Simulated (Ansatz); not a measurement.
## Run report: Mo, single-point calculation

The run: single-point calculation of Mo (Im-3m, 1 atom in the cell). Method and program: DFT PBE, scalar-relativistic, plane waves, PAW, no spin polarisation (Ansatz 0.2.0).

The structure derives from an entry of the Crystallography Open Database. Figures and captions count atoms from 1; the log counts them from 0 in places.

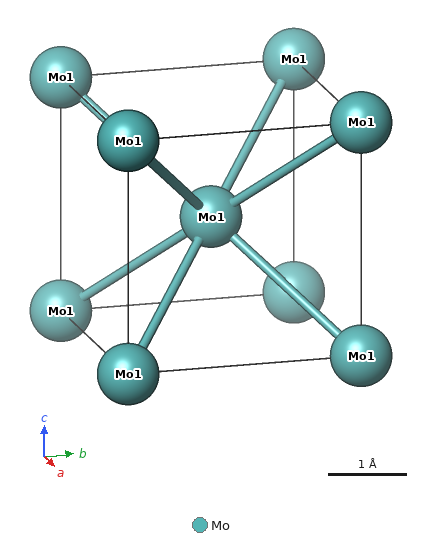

*The structure as given in the input (ball-and-stick view of the cell 2 times as large as that of the calculation, set on its symmetry axes, seen slightly off an axis; atoms are numbered from 1 in the order of the input).*

Key numbers:

```tsv
quantity	value
outcome	converged
space group (tolerance 0.01 Å)	Im-3m (229)
electrons treated	14
free energy	−4955.9965 eV
Fermi energy	21.177 eV
gap on the k-point mesh	none (metallic)
pressure	5.39 GPa
largest force (length of the vector)	under 0.001 eV/Å
hardware	4 threads of Arm Neoverse N1, 98 GiB of memory available, shared host
peak memory	0.25 GiB
```

Notes:

The cell is under a pressure of 5.4 GPa at this level, so it is not at its equilibrium volume.

The input:
```yaml
crystal:
  lattice:
    - [-1.571, 1.571, 1.571]
    - [1.571, -1.571, 1.571]
    - [1.571, 1.571, -1.571]
  atoms:
    - { symbol: Mo, position: [0.0, 0.0, 0.0] }
basis:
  ecutwfc: 420
kpoints:
  mp_grid: { grid: [8, 8, 8] }
hamiltonian:
  xc: pbe
scf:
  occupations: { method: gaussian, width: 0.1 }
output:
  forces: true
  stress: true
  eigenvalues: true
```

Launch command:
```bash
ansatz run input.yaml --threads 4 --pin off --max-ram 12288MiB --backend cpu --events-out ev --progress --plain --runs-dir out
```

What the program printed:
```
Engine: ansatz 0.2.0, aarch64-unknown-linux-gnu
Pseudopotentials: kind: paw
Pseudopotential: Mo, paw, valence charge 14, recommended cutoff 420 eV (normal), Mo.paw.azcp
Functional definition: PBE
  parameter kappa = 0.804
  parameter beta = 0.06672455060314922
  exchange = pbe_x(kappa = kappa, mu = beta*pi^2/3)
  correlation = pbe_c(beta = beta)
Crystal: 1 atoms, lattice volume = 15.509 Å³
Basis set: ecut = 420 eV, 321 PW (Γ), exchange–correlation on 40×40×40 points (8 copies of the dense FFT grid, shifted against one another)
Bands: 11, of which v1, the nominal top of the filled ones, is band 7 counted from 1 (6 counted from 0)
Symmetry: 48 space group operations
Space group: Im-3m (ITA 229), of the structure as read, at distance tolerance 2.5e-5 Å
k-points: 29 of 512
Non-local potential: Mo, projectors of the file, l = 0: 3, l = 1: 2, l = 2: 2, l = 3: 1
PAW form: soft (Blöchl's): semilocal exchange-correlation on the pseudo side does not see the compensation charge
PAW one-centre angular grid: Mo, 590 points (default); XC on 64 Gauss nodes
Initial density: superposition of atomic densities (neutral atoms: chi_scale 0, normalization atom), corrected by the library's trained network
Initial wavefunctions: pseudopotential atomic-orbital guess
Functional: x = pbe(κ = 0.804, μ = 0.2195149727645171), c = pbe(β = 0.06672455060314922)
SCF iter   1: F=—  HF=-4955.996706 eV  |F-HF|=—  |Δ(HF+E_count)|=         —  Δρ=3.02e-3  dr2=8.51e-4  ethr=1.77e-3  ⟨swp⟩=5.0  Hψ=1854  notcnv=0
preconditioner: auto → none  [insulator: Δε(μ)=0.146 eV  Ē_g=8.405 eV  σ=0.100 eV  W_gap=0.56  n_scr=0 (ndim 8)  ℏωp=23.1 eV  f_vac=0.000  D(μ)=0.87/eV (n_scr^D=12)  ε∞_Penn≈8.6]
SCF iter   2: F=—  HF=-4955.996545 eV  |F-HF|=—  |Δ(HF+E_count)|=   1.62e-4  Δρ=1.45e-3  dr2=1.27e-4  ethr=6.08e-6  ⟨swp⟩=2.6  Hψ=700  notcnv=0
SCF iter   3: F=—  HF=-4955.996546 eV  |F-HF|=—  |Δ(HF+E_count)|=   1.44e-6  Δρ=3.40e-4  dr2=1.15e-5  ethr=9.10e-7  ⟨swp⟩=2.0  Hψ=514  notcnv=0
SCF iter   4: F=—  HF=-4955.996543 eV  |F-HF|=—  |Δ(HF+E_count)|=   3.13e-6  Δρ=5.15e-5  dr2=1.32e-7  ethr=8.21e-8  ⟨swp⟩=2.1  Hψ=386  notcnv=0
iter 5 did not close the SCF: its close was put off for the readings that it lacked (scf_convergence_deferred on its scf_iter line)
SCF iter   5: F=-4955.996543 eV  HF=-4955.996543 eV  |F-HF|=2.39e-8  |Δ(HF+E_count)|=   2.71e-8  Δρ=2.30e-5  dr2=3.20e-8  ethr=9.42e-10  ⟨swp⟩=2.0  Hψ=518  notcnv=0
SCF iter   6: F=-4955.996543 eV  HF=-4955.996543 eV  |F-HF|=2.08e-9  |Δ(HF+E_count)|=   1.25e-8  Δρ=7.59e-6  dr2=2.97e-9  ethr=2.29e-10  ⟨swp⟩=2.3  Hψ=1129  notcnv=0
SCF 1 converged in 6 iterations: F = -4955.996543 eV  dr2 = 2.97e-9
  greatest PAW one-centre occupation: 0.998 electrons in one spin orbital (limit 2), on the Mo atom at site 0 (counted from 0), in its partial waves of l = 0
```

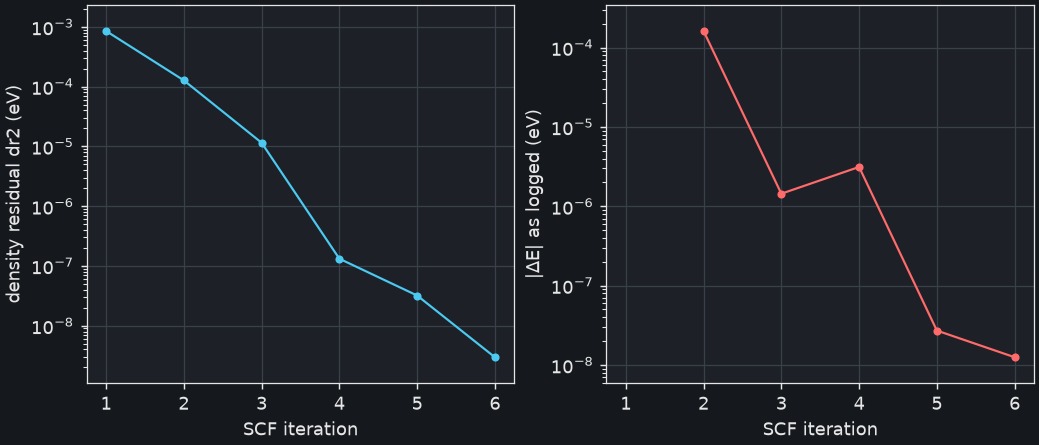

*Convergence of the self-consistent field: density residual dr2 and size of the energy change against the SCF iteration.*

The residual falls at every step.

```
SCF converged after 6 iterations
Free energy (F): -4955.996543 eV
Harris-Foulkes:  -4955.996543 eV  (|F-HF|=2.08e-9)
Internal energy: -4955.992082 eV  (E = F + TS)
E sigma→0 (E₀):  -4955.994312 eV
Entropy (-TS):   -0.004461 eV (-4.461 meV/atom)
Fermi energy:    21.177197 eV
--- Per-component energies (eV) ---
  E_band       = -52.306054
  E_kinetic    = 441.446229
  E_local      = -778.015484  (includes V_loc(G=0)·N_el)
  E_nonlocal   = 142.584846
  E_hartree    = 257.489474
  E_xc         = -183.765432
  E_vxc        = -229.382592  (∫ρ·V_xc dr)
  E_paw        = -3201.244231  (= ΣΔE_a)
  E_vpaw       = -143.916882  (= ΣTr[D̂ρ^β])
  E_aug_tail   = 0.000040  (compensation charges beyond the density's cutoff)
  E_ewald      = -1634.487526
  E_smearing   = -0.004461  (= −TS)
  E_closure    = 0.000000  (closes the sum)
  Σ components = -4955.996543   (vs F -4955.996543, Δ=0.00e0)
--- Forces (eV/Å), atoms counted from 1 ---
  atom   1  Mo    -0.00000000     0.00000000     0.00000000
  max |Σ_I F_I| component: 8.01e-32 eV/Å
--- Stress (GPa, compression-positive) ---
        5.386430       0.000000      -0.000000
       -0.000000       5.386430       0.000000
       -0.000000       0.000000       5.386430
  P = ⅓ Tr σ = 5.3864 GPa (53.864 kbar)
--- Band table (eV; the first three rows and the last of 29) ---
  k-point 0: bands = ["-39.9917", "-13.2326", "-13.2326", "-13.2326", "14.0456", "19.9160", "19.9160", "19.9160", "22.9684", "22.9684", "36.0024"]
  k-point 1: bands = ["-39.9525", "-13.4561", "-13.3017", "-13.2343", "14.7099", "19.5486", "19.8255", "20.5635", "22.5292", "22.9871", "36.4216"]
  k-point 2: bands = ["-39.8567", "-13.9752", "-13.4651", "-13.2385", "16.0186", "18.7725", "19.7244", "22.3594", "22.4352", "23.1318", "36.0321"]
  k-point 28: bands = ["-39.5272", "-14.2198", "-14.2198", "-14.2198", "15.8018", "15.8018", "25.3146", "25.3146", "25.3146", "30.4096", "30.4096"]
```
